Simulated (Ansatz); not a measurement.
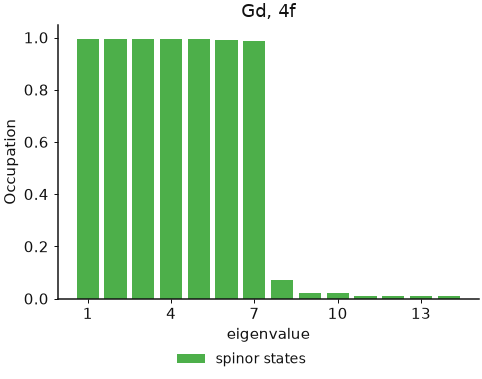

Eigenvalues of the local occupation matrix of the f shell (Löwdin-orthogonalised atomic projectors).

System: GdN, space group R-3m (No. 166), 2 atoms in the cell, CuPt type.

```
Gd N
1.0
     1.27684    0.73718    4.07391
    -1.27684    0.73718    4.07391
     0.00000   -1.47436    4.07391
Gd N
1 1
Cartesian
  0.0000 0.0000 6.1109
  0.0000 0.0000 0.0000
```

Ansatz; DFT LDA+U, spin-orbit coupling, plane waves, PAW, Ueff = 4 eV on Gd f, 9×9×9 k mesh, 420 eV cutoff.

What configuration do these occupations show?

Counting eigenvalues over 0.6 as filled, Gd has 7 filled f states (f⁷); the eigenvalues sum to 7.1. The small eigenvalues come from mixing with neighbours' orbitals.

The run is magnetic, with a net spin moment of 6.8 μB a cell, so time reversal doesn't pair the spinor levels. Start of the run: from atoms, default search. Such runs often end in metastable states, so this need not be the lowest one. The cell is at 46 GPa in this functional.
